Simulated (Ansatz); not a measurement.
```yaml
crystal:
  lattice:
    - [6.05754, 0.00000, 0.00000]
    - [-3.02877, 5.24598, 0.00000]
    - [0.00000, 0.00000, 3.76206]
  atoms:
    - { symbol: Si, position: [0.61823, 0.61823, 0.16667] }
    - { symbol: Si, position: [0.38177, 0.00000, 0.50000] }
    - { symbol: Si, position: [0.00000, 0.38177, 0.83333] }
    - { symbol: Si, position: [0.00000, 0.61823, 0.33333] }
    - { symbol: Si, position: [0.38177, 0.38177, 0.66667] }
    - { symbol: Si, position: [0.61823, 0.00000, 0.00000] }
```

Space group P6₁22; a structure generated by program, which may or may not match a known phase.

Level of theory: Ansatz, DFT PBE, scalar-relativistic, plane waves, PAW.

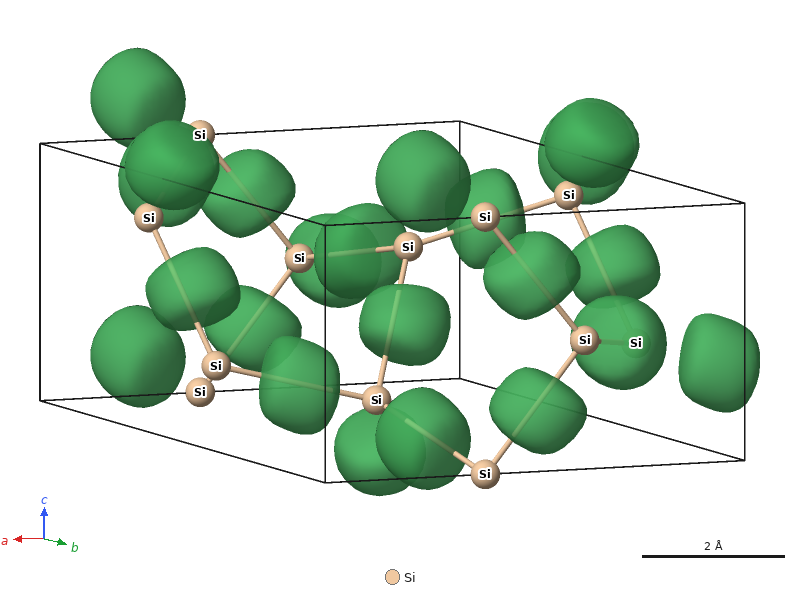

Si. Isosurface of the electron localisation function at 0.8 (green), seen at an oblique angle. Only the valence region is drawn (cores and ρ < 0.01 e/Å³ removed). Sticks mark near contacts.

> Where are the electrons localised?

The ELF exceeds this value in twelve regions between bonded Si–Si atoms (shared pairs), counted in one cell of 6 atoms. Regions shared between cells count once.

Values along the shortest contacts:
Si–Si (2.36 Å): the ELF peaks at about 0.95 between the atoms, as expected for a covalent bond.

> Does the calculation give a band gap?

It is gapped, with a Kohn–Sham gap of 0.27 eV on the k-point mesh (the band edges may lie off the mesh, which would make the gap smaller).
